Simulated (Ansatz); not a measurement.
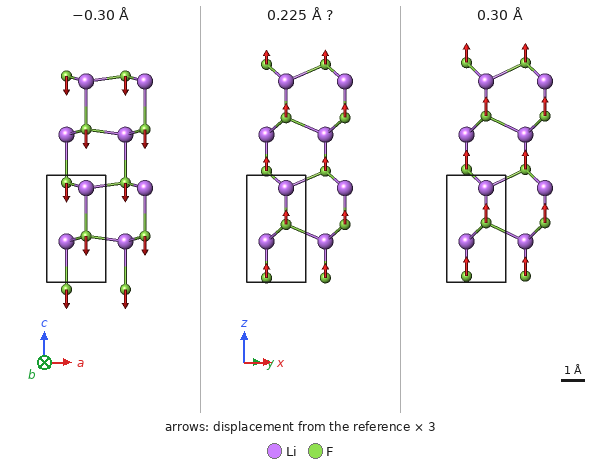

A scan of a crystal of LiF (P6_3mc): the whole F sublattice is shifted rigidly, along Cartesian [0 0 1], all else fixed. A ball-and-stick model of the cell of the calculation, repeated 2 × 2 × 2 with one cell outlined, seen along the b axis. Red arrows: displacements from the reference.

Computed with DFT PBEsol, scalar-relativistic, plane waves, PAW (Ansatz 0.2.0). (plane-wave cutoff 420 eV; k-point mesh 9 × 9 × 6; occupations gaussian; smearing width 0.05 eV; no spin polarisation). Energies (free energies at the smearing named) are counted from the cell as listed in its source, which wasn't relaxed.

```
displacement (Å)  ΔE (meV/cell)
         −0.3000            142
         −0.2250             97
         −0.1500             52
         −0.0750             15
          0.0000              0
          0.0750             21
          0.1500             99
          0.2250              ?
          0.2625            391
          0.3000            556
```

One row is withheld. What is its energy?

Answer. A straight line between the two neighbours gives 294 meV/cell. A cubic through the four nearest rows (0.0750, 0.1500, 0.2625, 0.3000) gives, with Lagrange weights, (−0.0667)(21) + (0.3333)(99) + (1.0667)(391) + (−0.3333)(556) = 263 meV/cell. The calculation gives 264 meV/cell, so the cubic is 1 meV/cell too low and the straight line 30 meV/cell too high, as the curve bends upwards here.

The whole profile:

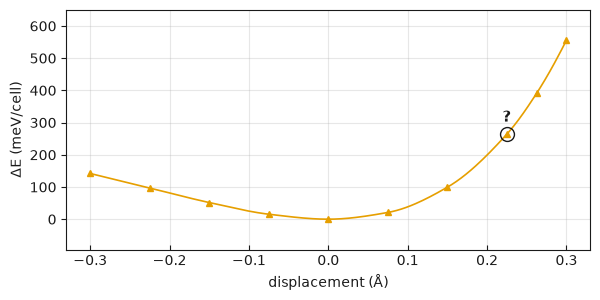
